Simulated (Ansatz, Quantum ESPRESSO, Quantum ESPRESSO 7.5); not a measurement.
**2H-MoS2, 1 layer against a metal electrode**

How does the Fermi level of 2H-MoS2, 1 layer move as charge is added against a counter-electrode?

Program: Quantum ESPRESSO 7.5. Level of theory: plane-wave DFT, LDA, GBRV ultrasoft pseudopotentials (geometry by Ansatz 0.2.0 with PAW datasets; geometry under PBE). Results are calculated unless marked as measured.

### Step 1. Set-up

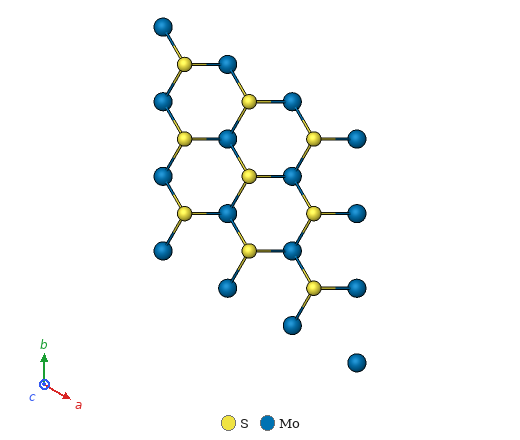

Start, viewed from above; sulfur yellow, molybdenum blue. 3×3×1 cells are drawn. Bonds to atoms that aren't drawn are left out. Some periodic images of atoms are drawn too.

The cell holds 3 atoms: 2 S and 1 Mo. Cell: a = 3.180 Å, b = 3.180 Å, c = 19.263 Å, α = 90.0°, β = 90.0°, γ = 120.0°. It derives from MoS2. Vacuum lies along c.

### Step 2. Geometry from Ansatz

The geometry comes first, from a plane-wave PAW code, so that the later runs on this slab share one structure.

Input file input.yaml:

```yaml
crystal:
  lattice:
    - [3.18, 0.0, 0.0]
    - [-1.59, 2.753960784, 0.0]
    - [0.0, 0.0, 19.262597738]
  atoms:
    - { symbol: S, position: [0.3333333333, 0.6666666667, 0.4153126234] }
    - { symbol: Mo, position: [0.0, 0.0, 0.5] }
    - { symbol: S, position: [0.3333333333, 0.6666666667, 0.5846873766] }
kpoints:
  mp_grid: { grid: [12, 12, 1] }
hamiltonian:
  xc: pbe
scf:
  occupations: { method: fermi_dirac, width: 0.05 }
  convergence: { dr2_threshold: 1.0e-08 }
efield:
  axis: 3
  dipole_correction: true
  ramp_position: 0.97
  ramp_width: 0.04
relax:
  f_tol: 0.01
  cell: { fix: [c, alpha, beta] }
output:
  write_potential: true
  write_density: true
  volumetric_format: npy
```

Started as:

```console
ansatz run input.yaml --threads 4 --pin off --max-ram 8192MiB --backend cpu --events-out ev --progress --plain --runs-dir out
```

Numbers of over 12 decimals in the logs are rounded to 6 here.

Log:

```text
Warning: relax.cell: scf.convergence.dr2_threshold = 1e-8 eV is looser than the 3e-10 eV advised for a relaxation that steers and ends on the stress (1e-10 eV for each atom of the cell: 3). What an SCF threshold leaves in a stress goes as its square root, and in the free energy as the threshold itself, and one threshold admits the most on a small cell: [figures from the program's tests cut] Set scf.convergence.dr2_threshold to 3e-10 eV or tighter. The threshold is an SCF's pass mark: one that does not reach it within its budget of iterations ends unconverged, or closes short of it on a stop that the run arms, and scf.convergence.dr2_threshold's page says what that costs each kind of run
Engine: ansatz 0.2.0, aarch64-unknown-linux-gnu
Pseudopotentials: kind: paw
Pseudopotential: S, paw, valence charge 6, recommended cutoff 420 eV (normal), S.paw.azcp
Pseudopotential: Mo, paw, valence charge 14, recommended cutoff 420 eV (normal), Mo.paw.azcp
Functional definition: PBE
  parameter kappa = 0.804
  parameter beta = 0.066725
  exchange = pbe_x(kappa = kappa, mu = beta*pi^2/3)
  correlation = pbe_c(beta = beta)
Crystal: 3 atoms, lattice volume = 168.694 Å³
Basis set: ecut = 420 eV, 3317 PW (Γ), exchange–correlation on 48×48×270 points (8 copies of the dense FFT grid, shifted against one another)
Bands: 17, of which v1, the nominal top of the filled ones, is band 13 counted from 1 (12 counted from 0)
Symmetry: 6 space group operations
k-points: 19 of 144 (time reversal used)
Non-local potential: S, projectors of the file, l = 0: 2, l = 1: 2, l = 2: 2
Non-local potential: Mo, projectors of the file, l = 0: 3, l = 1: 2, l = 2: 2, l = 3: 1
PAW form: soft (Blöchl's): semilocal exchange-correlation on the pseudo side does not see the compensation charge
PAW one-centre angular grid: S, 110 points (default); XC on 64 Gauss nodes
PAW one-centre angular grid: Mo, 590 points (default); XC on 64 Gauss nodes
Initial density: superposition of atomic densities (neutral atoms: chi_scale 0, normalization atom), corrected by the library's trained network
Initial wavefunctions: pseudopotential atomic-orbital guess
Functional: x = pbe(κ = 0.804, μ = 0.219515), c = pbe(β = 0.066725)
SCF iter   1: F=—  HF=-6762.728133 eV  |F-HF|=—  |Δ(HF+E_count)|=         —  Δρ=3.08e-3  dr2=5.03e-3  ethr=1.77e-3  p=0.000 e·Å  D=3.50e-4 V/Å  ΔV_dip=-0.01 eV  dr2_dipole=1.17e-6  V_vac-E_F(+/−)=5.12/5.13 eV  ⟨swp⟩=9.8  Hψ=2337  notcnv=0
efield: sawtooth ramp at fractional position 0.9700 (set: `efield.ramp_position`, or a place that a band, a saddle search or an elastic batch's reference lends), width 0.0400; the density the first Hamiltonian is built on has a dipole p = 0.000 e·Å; the dipole correction subtracts the counter field D = 3.50e-4 V/Å, which shifts the + side's vacuum level by -0.01 eV against the − side's; the planar-averaged density in the ramp window peaks in size at 3.9e-5 e/Å³
preconditioner: auto → none  [insulator: Δε(μ)=1.673 eV  Ē_g=7.767 eV  σ=0.050 eV  W_gap=1.00  n_scr=12 (ndim 8)  ℏωp=12.1 eV  f_vac=0.644  D(μ)=0.00/eV (n_scr^D=0)  ε∞_Penn≈3.4]
SCF iter   2: F=—  HF=-6762.735278 eV  |F-HF|=—  |Δ(HF+E_count)|=   7.14e-3  Δρ=1.92e-3  dr2=8.14e-3  ethr=1.94e-5  p=-0.000 e·Å  D=-4.42e-4 V/Å  ΔV_dip=0.01 eV  dr2_dipole=2.09e-5  V_vac-E_F(+/−)=5.14/5.13 eV  ⟨swp⟩=2.4  Hψ=769  notcnv=0
SCF iter   3: F=—  HF=-6762.737771 eV  |F-HF|=—  |Δ(HF+E_count)|=   2.49e-3  Δρ=1.93e-3  dr2=1.61e-2  ethr=1.94e-5  p=0.002 e·Å  D=1.75e-3 V/Å  ΔV_dip=-0.03 eV  dr2_dipole=1.88e-4  V_vac-E_F(+/−)=4.98/5.01 eV  ⟨swp⟩=2.2  Hψ=578  notcnv=0
SCF iter   4: F=—  HF=-6762.736135 eV  |F-HF|=—  |Δ(HF+E_count)|=   1.64e-3  Δρ=1.03e-3  dr2=1.15e-3  ethr=1.94e-5  p=-0.001 e·Å  D=-9.00e-4 V/Å  ΔV_dip=0.02 eV  dr2_dipole=6.22e-5  V_vac-E_F(+/−)=5.06/5.04 eV  ⟨swp⟩=2.0  Hψ=402  notcnv=0
SCF iter   5: F=—  HF=-6762.737048 eV  |F-HF|=—  |Δ(HF+E_count)|=   9.13e-4  Δρ=1.95e-4  dr2=5.50e-5  ethr=4.44e-6  p=0.000 e·Å  D=3.07e-4 V/Å  ΔV_dip=-0.01 eV  dr2_dipole=7.06e-6  V_vac-E_F(+/−)=5.03/5.04 eV  ⟨swp⟩=2.4  Hψ=456  notcnv=0
SCF iter   6: F=—  HF=-6762.737143 eV  |F-HF|=—  |Δ(HF+E_count)|=   9.55e-5  Δρ=5.19e-5  dr2=5.51e-6  ethr=2.11e-7  p=-0.000 e·Å  D=-3.15e-5 V/Å  ΔV_dip=0.00 eV  dr2_dipole=5.67e-8  V_vac-E_F(+/−)=5.04/5.04 eV  ⟨swp⟩=2.3  Hψ=492  notcnv=0
SCF iter   7: F=—  HF=-6762.737106 eV  |F-HF|=—  |Δ(HF+E_count)|=   3.69e-5  Δρ=1.08e-5  dr2=1.14e-7  ethr=2.12e-8  p=0.000 e·Å  D=5.86e-7 V/Å  ΔV_dip=-0.00 eV  dr2_dipole=2.98e-10  V_vac-E_F(+/−)=5.04/5.04 eV  ⟨swp⟩=2.3  Hψ=511  notcnv=0
SCF iter   8: F=-6762.737107 eV  HF=-6762.737107 eV  |F-HF|=7.46e-8  |Δ(HF+E_count)|=   2.62e-7  Δρ=3.20e-6  dr2=8.05e-9  ethr=3.85e-11  p=-0.000 e·Å  D=-1.30e-6 V/Å  ΔV_dip=0.00 eV  dr2_dipole=2.95e-11  V_vac-E_F(+/−)=5.04/5.04 eV  ⟨swp⟩=8.4  Hψ=2586  notcnv=0
SCF 1 converged in 8 iterations: F = -6762.737107 eV  dr2 = 8.05e-9
  greatest PAW one-centre occupation: 0.998 electrons in one spin orbital (limit 2), on the Mo atom at site 1 (counted from 0), in its partial waves of l = 0
relax step   1: F+E_penalty+E_count = -6762.73710678 eV  Δ(F+E_penalty+E_count) = +0.000e0 eV  max|allowed force component| = 1.139e0 eV/Å  Δτ_max = 0.0000 Å  P = -1.836 GPa  Ω = 168.694 Å³  fix = [c, alpha, beta]  reactions: c -3.529 GPa  (8 SCF iters, accepted)
Crystal: 3 atoms, lattice volume = 174.240 Å³
Basis set: ecut = 420 eV, 3461 PW (Γ), exchange–correlation on 48×48×270 points (8 copies of the dense FFT grid, shifted against one another)
Initial density: handed on by an earlier stage of this run
Initial wavefunctions: those handed on with the density
iter 1 solved again at ethr=2.20e-4 eV; its pass at ethr=3.10e-3 eV (dr2=5.73e-2 eV) is discarded
SCF iter   1: F=—  HF=-6762.767503 eV  |F-HF|=—  |Δ(HF+E_count)|=         —  Δρ=5.97e-3  dr2=6.71e-2  ethr=2.20e-4  p=-0.000 e·Å  D=-1.33e-6 V/Å  ΔV_dip=0.00 eV  dr2_dipole=3.30e-14  V_vac-E_F(+/−)=5.16/5.16 eV  ⟨swp⟩=1.8  Hψ=2514  notcnv=0
efield: sawtooth ramp at fractional position 0.9700 (set: `efield.ramp_position`, or a place that a band, a saddle search or an elastic batch's reference lends), width 0.0400; the density the first Hamiltonian is built on has a dipole p = -0.000 e·Å; the dipole correction subtracts the counter field D = -1.33e-6 V/Å, which shifts the + side's vacuum level by +0.00 eV against the − side's; the planar-averaged density in the ramp window peaks in size at 2.4e-6 e/Å³
[...]
SCF iter   5: F=—  HF=-6762.815727 eV  |F-HF|=—  |Δ(HF+E_count)|=   5.90e-5  Δρ=1.28e-4  dr2=1.64e-5  ethr=3.07e-6  p=0.000 e·Å  D=1.34e-4 V/Å  ΔV_dip=-0.00 eV  dr2_dipole=1.04e-6  V_vac-E_F(+/−)=5.09/5.09 eV  ⟨swp⟩=2.4  Hψ=437  notcnv=0
SCF iter   6: F=—  HF=-6762.815668 eV  |F-HF|=—  |Δ(HF+E_count)|=   5.92e-5  Δρ=1.31e-4  dr2=2.96e-4  ethr=6.31e-8  p=-0.001 e·Å  D=-1.19e-3 V/Å  ΔV_dip=0.02 eV  dr2_dipole=8.19e-5  V_vac-E_F(+/−)=5.10/5.08 eV  ⟨swp⟩=3.5  Hψ=660  notcnv=0
SCF iter   7: F=—  HF=-6762.815635 eV  |F-HF|=—  |Δ(HF+E_count)|=   3.28e-5  Δρ=2.39e-5  dr2=3.27e-6  ethr=6.31e-8  p=-0.000 e·Å  D=-5.73e-5 V/Å  ΔV_dip=0.00 eV  dr2_dipole=2.07e-7  V_vac-E_F(+/−)=5.09/5.09 eV  ⟨swp⟩=2.5  Hψ=468  notcnv=0
SCF iter   8: F=—  HF=-6762.815594 eV  |F-HF|=—  |Δ(HF+E_count)|=   4.07e-5  Δρ=5.68e-6  dr2=8.56e-8  ethr=1.26e-8  p=-0.000 e·Å  D=-4.93e-6 V/Å  ΔV_dip=0.00 eV  dr2_dipole=1.17e-9  V_vac-E_F(+/−)=5.09/5.09 eV  ⟨swp⟩=2.3  Hψ=409  notcnv=0
SCF iter   9: F=-6762.815594 eV  HF=-6762.815594 eV  |F-HF|=3.02e-9  |Δ(HF+E_count)|=   8.86e-9  Δρ=1.07e-6  dr2=3.64e-9  ethr=3.85e-11  p=0.000 e·Å  D=7.95e-6 V/Å  ΔV_dip=-0.00 eV  dr2_dipole=4.15e-11  V_vac-E_F(+/−)=5.09/5.09 eV  ⟨swp⟩=8.3  Hψ=2558  notcnv=0
SCF 3 converged in 9 iterations: F = -6762.815594 eV  dr2 = 3.64e-9
relax step   3: F+E_penalty+E_count = -6762.81559411 eV  Δ(F+E_penalty+E_count) = -6.228e-2 eV  max|allowed force component| = 8.187e-2 eV/Å  Δτ_max = 0.0666 Å  P = -0.171 GPa  Ω = 169.405 Å³  energy of the carried Pulay correction = -2.378e-5 eV  fix = [c, alpha, beta]  reactions: c -0.243 GPa  (9 SCF iters, accepted)
[...]
relax step   4: F+E_penalty+E_count = -6762.81599948 eV  Δ(F+E_penalty+E_count) = -4.054e-4 eV  max|allowed force component| = 6.140e-3 eV/Å  Δτ_max = 0.0035 Å  P = -0.013 GPa  Ω = 169.205 Å³  energy of the carried Pulay correction = -1.709e-5 eV  fix = [c, alpha, beta]  reactions: c -0.019 GPa  (8 SCF iters, accepted)
Initial wavefunctions: pseudopotential atomic-orbital guess (no wavefunctions were taken with the density)
iter 1 solved again at ethr=7.54e-8 eV; its pass at ethr=3.10e-3 eV (dr2=1.96e-5 eV) is discarded
SCF iter   1: F=—  HF=-6762.816030 eV  |F-HF|=—  |Δ(HF+E_count)|=         —  Δρ=1.67e-5  dr2=1.18e-8  ethr=7.54e-8  p=0.000 e·Å  D=2.79e-6 V/Å  ΔV_dip=-0.00 eV  dr2_dipole=1.62e-11  V_vac-E_F(+/−)=5.09/5.09 eV  ⟨swp⟩=4.3  Hψ=3627  notcnv=0
efield: sawtooth ramp at fractional position 0.9700 (set: `efield.ramp_position`, or a place that a band, a saddle search or an elastic batch's reference lends), width 0.0400; the density the first Hamiltonian is built on has a dipole p = 0.000 e·Å; the dipole correction subtracts the counter field D = 2.79e-6 V/Å, which shifts the + side's vacuum level by -0.00 eV against the − side's; the planar-averaged density in the ramp window peaks in size at 2.5e-6 e/Å³
preconditioner: auto → none  [insulator: Δε(μ)=1.657 eV  Ē_g=8.019 eV  σ=0.050 eV  W_gap=1.00  n_scr=12 (ndim 8)  ℏωp=12.1 eV  f_vac=0.652  D(μ)=0.00/eV (n_scr^D=0)  ε∞_Penn≈3.3]
SCF iter   2: F=—  HF=-6762.815972 eV  |F-HF|=—  |Δ(HF+E_count)|=   5.80e-5  Δρ=8.35e-6  dr2=4.70e-9  ethr=3.85e-11  p=-0.000 e·Å  D=-1.55e-7 V/Å  ΔV_dip=0.00 eV  dr2_dipole=3.75e-10  V_vac-E_F(+/−)=5.09/5.09 eV  ⟨swp⟩=9.9  Hψ=2875  notcnv=0
SCF iter   3: F=—  HF=-6762.816006 eV  |F-HF|=—  |Δ(HF+E_count)|=   3.38e-5  Δρ=3.53e-6  dr2=5.77e-8  ethr=1.81e-11  p=0.000 e·Å  D=1.81e-5 V/Å  ΔV_dip=-0.00 eV  dr2_dipole=1.43e-8  V_vac-E_F(+/−)=5.09/5.09 eV  ⟨swp⟩=3.7  Hψ=659  notcnv=0  recentre
SCF iter   4: F=-6762.816016 eV  HF=-6762.816014 eV  |F-HF|=2.68e-6  |Δ(HF+E_count)|=   7.32e-6  Δρ=1.23e-6  dr2=3.03e-9  ethr=1.81e-11  p=-0.000 e·Å  D=-9.57e-7 V/Å  ΔV_dip=0.00 eV  dr2_dipole=6.40e-10  V_vac-E_F(+/−)=5.09/5.09 eV  ⟨swp⟩=7.3  Hψ=2269  notcnv=0
SCF 5 converged in 4 iterations: F = -6762.816016 eV  dr2 = 3.03e-9
relax step   5: F+E_penalty+E_count = -6762.81601626 eV  Δ(F+E_penalty+E_count) = -1.677e-5 eV  max|allowed force component| = 6.154e-3 eV/Å  Δτ_max = 0.0000 Å  P = -0.013 GPa  Ω = 169.205 Å³  fix = [c, alpha, beta]  reactions: c -0.018 GPa  stress off target by 1.01e-2 GPa on what of the cell is left free  SCF on the basis re-selected at this cell (its energy is not comparable with the rows above)  (4 SCF iters)
basis re-selected at this cell: Δ(F+E_penalty+E_count) = -1.677e-5 eV, ΔP = +0.000 GPa vs the last step (what re-selecting the basis moved, of the pressure what is left beyond the Pulay correction that the steps carried, after the strain that the cell walked since its last selection, with what the two solves' SCF thresholds leave and, on support functions, any second-order correction that the steps lacked; it is no m [...]
WARN: The input density's exchange-correlation potential varies sharply where the density is thin. Do not read a vacuum level from v_tot or v_xc, or from such a field of the output density. On a cell that repeats whose density bears no net charge and no dipole along the vacuum's axis use v_es (v_loc + v_h of the components); under efield.dipole_correction with no amplitude use v_es + v_field, which holds any external [...]
SCF converged after 4 iterations
Free energy (F): -6762.816016 eV
Harris-Foulkes:  -6762.816014 eV  (|F-HF|=2.68e-6)
Internal energy: -6762.816016 eV  (E = F + TS)
E sigma→0 (E₀):  -6762.816016 eV
Fermi energy:    0.030891 eV
Dipole field:    D = 0.000036 V/Å  (p = 0.000034 e·Å, saw-weighted, corrected)
Work function:   Φ+ = 5.0919 eV   Φ− = 5.0925 eV
Levels:          The Fermi level and band energies are counted from a zero that moves with the ramp; work functions are not
--- Per-component energies (eV) ---
  E_band       = -442.843921
  E_kinetic    = 654.872944
  E_local      = -15152.109989  (includes V_loc(G=0)·N_el)
  E_nonlocal   = 199.059942
  E_hartree    = 7206.464833
  E_xc         = -378.026990
  E_vxc        = -404.333284  (∫ρ·V_xc dr)
  E_paw        = -4401.469108  (= ΣΔE_a)
  E_vpaw       = -153.266054  (= ΣTr[D̂ρ^β])
  E_aug_tail   = 0.000043  (compensation charges beyond the density's cutoff)
  E_efield     = 0.000000  (sawtooth field / dipole correction)
  E_vefield    = -0.000180  (∫n·V_field dr)
  E_ewald      = 5108.392309
  E_smearing   = -0.000000  (= −TS)
  E_closure    = 0.000000  (closes the sum)
  Σ components = -6762.816016   (vs F -6762.816016, Δ=0.00e0)
--- Forces (eV/Å), atoms counted from 1 ---
  atom   1  S      0.00000000     0.00000000     0.00615007
  atom   2  Mo     0.00000000     0.00000000    -0.00002979
  atom   3  S      0.00000000     0.00000000    -0.00613106
  max |Σ_I F_I| component: 1.08e-5 eV/Å
--- Stress (GPa, compression-positive) ---
       -0.010078       0.000000       0.000000
       -0.000000      -0.010078       0.000000
        0.000000       0.000000      -0.018184
  P = ⅓ Tr σ = -0.0128 GPa (-0.128 kbar)
--- Band table (eV; the first three rows and the last of 19) ---
  k-point 0: bands = [... 9 lower, -2.5831, -2.3207, -2.3207, -0.8181, 1.9359, 1.9359, 2.1829, 2.1829]
  k-point 1: bands = [... 9 lower, -3.0748, -2.4830, -1.9852, -0.8700, 1.8027, 1.9074, 2.0677, 2.1144]
  k-point 2: bands = [... 9 lower, -3.0202, -2.8657, -1.8930, -1.1040, 1.4780, 1.7491, 1.7997, 2.5240]
  k-point 18: bands = [... 9 lower, -4.3586, -3.6789, -2.9586, -0.8364, 0.8388, 2.2422, 2.7086, 4.0243]
--- Relaxed structure (4 steps of the walk, 4 accepted, 1 SCFs on fresh bases) ---
  F+E_penalty+E_count = -6762.81601626 eV   max|allowed force component| = 6.154e-3 eV/Å   (the final SCF, on the basis selected at the relaxed cell)
  cell:  # Å, volume = 169.2047 Å³
    - [3.184809, 0, 0]
    - [-1.592405, 2.758126, 0]
    - [0, 0, 19.262597738]
  atoms:
    - { symbol: S, position: [0.333333, 0.666667, 0.418860] }
    - { symbol: Mo, position: [0, -2.878355989888597e-17, 0.500000] }
    - { symbol: S, position: [0.333333, 0.666667, 0.581140] }
```

Elapsed: 6.5 s, on 4 threads of Arm Neoverse V2, shared host; peak memory 0.43 GiB.

The steps of the relaxation:

```csv
step,energy less that of the first step (eV),largest force component (eV/Å),pressure (GPa),volume (Å³)
1,0.0000,1.1387,-1.84,168.69
2,-0.0162,0.9298,0.65,174.24
3,-0.0785,0.0819,-0.17,169.40
4,-0.0789,0.0061,-0.01,169.20
5*,-0.0789,0.0062,-0.01,169.20
```

Relaxation steps marked * repeat the geometry before them on a plane-wave basis chosen anew for their cell, so energy and pressure can jump there.

Forces are held to the 6 operations that the run works with; a distortion that breaks them can't arise in this run.

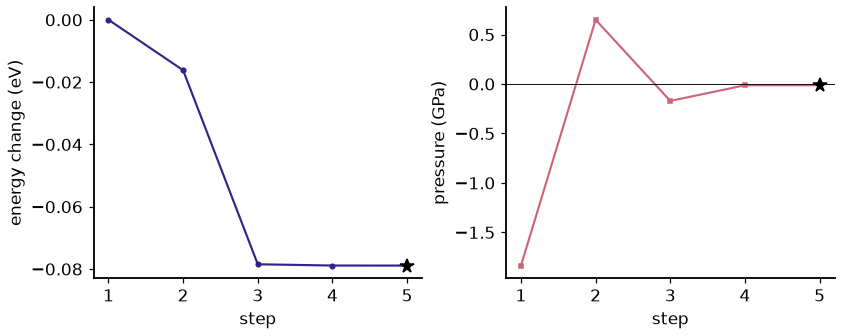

Energy and pressure along the relaxation. Stars mark steps on a basis chosen anew.

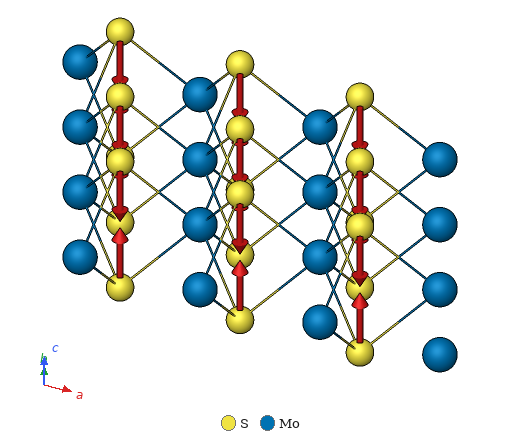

Displacements in the relaxation, exaggerated, measured against the changing cell; the longest in the cell stands for 0.07 Å. Bonds to atoms that aren't drawn are left out. 3×3×1 cells are drawn. Some periodic images of atoms are drawn too.

```csv
cell as run,before,after,change
a (Å),3.180,3.185,+0.2 %
b (Å),3.180,3.185,+0.2 %
```

The atoms that moved most (Å, along periodic axes as changes of fractional coordinates times the final cell, across vacuum about the mean position):

```csv
atom,dx,dy,dz,length
S3,0.000,0.000,-0.068,0.068
S1,0.000,0.000,0.068,0.068
```

The relaxed structure:

```xyz
3
Lattice="3.1848 0.0000 0.0000 -1.5924 2.7581 0.0000 0.0000 0.0000 19.2626" Properties=species:S:1:pos:R:3
S     0.0000    1.8388    8.0683
Mo    0.0000    0.0000    9.6313
S     0.0000    1.8388   11.1943
```

Read from the output:

| Property | Result |
| --- | --- |
| free energy | -6762.8160 eV |
| Fermi energy | 0.03089 eV |
| gap by band count | 1.657 eV |
| symmetry operations | 6 |
| dipole along the normal | 3.37e-5 e·Å |
| vacuum level at the upper face over a Fermi level inside the gap | 5.092 eV |
| vacuum level at the lower face over a Fermi level inside the gap | 5.093 eV |

[end of part 1 of 5]

[Logs are printed without paths, hosts, clocks, repeated set-up lines and the standing remarks that a program may print on its own settings, such as how far it seeks lower states.]

[Hosts, paths, dates, database ids (printed as entryN), source tags and the programs' standing remarks are cut or masked in the printed files.]

[Maps of the electrostatic potential energy from Ansatz leave out the sawtooth potential of an applied field or a dipole correction, so their vacuum need not be flat; planar profiles and work functions include it.]
